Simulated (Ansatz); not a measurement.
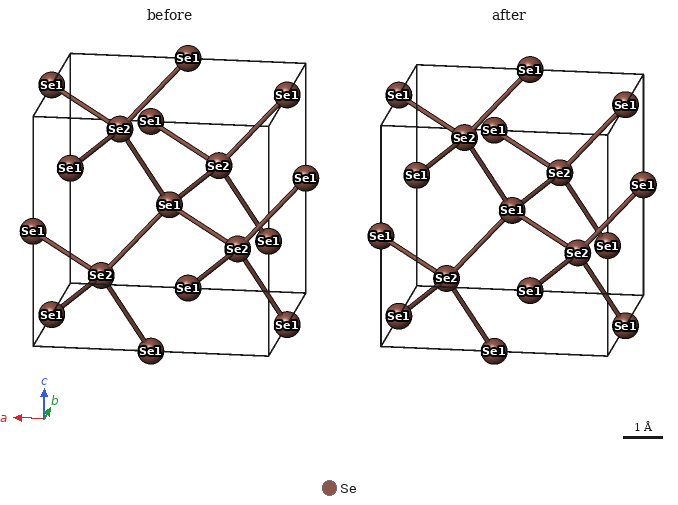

Left: a symmetric starting cell of Se. Right: the same structure after one change, at the same scale. Style: ball-and-stick. Shown: the conventional cell (4 times the calculation's cell), from a free direction. Lengths and directions refer to the drawn axes.

The calculation used DFT r2SCAN, scalar-relativistic, plane waves, PAW (Ansatz 0.2.0). Settings: plane-wave cutoff 500 eV; k-point mesh 12 × 12 × 12; occupations gaussian; smearing width 0.1 eV; no spin polarisation.

**Which change leads from the left to the right?**

All lengths are scaled by −3.7 % (volume −10.8 %), the atoms keeping their fractional coordinates. No relaxation follows. The starting cell wasn't computed here and needn't be at equilibrium, so pressure and forces aren't due to the change alone.

**And its effect?**

The pressure is 7.3 GPa (not all of it need come from the change, since the unchanged cell can be under pressure at this level too). All forces vanish by symmetry. Among the bonded contacts that change: Se–Se 2.707 → 2.605 Å. The space group stays Fd-3m (No. 227).
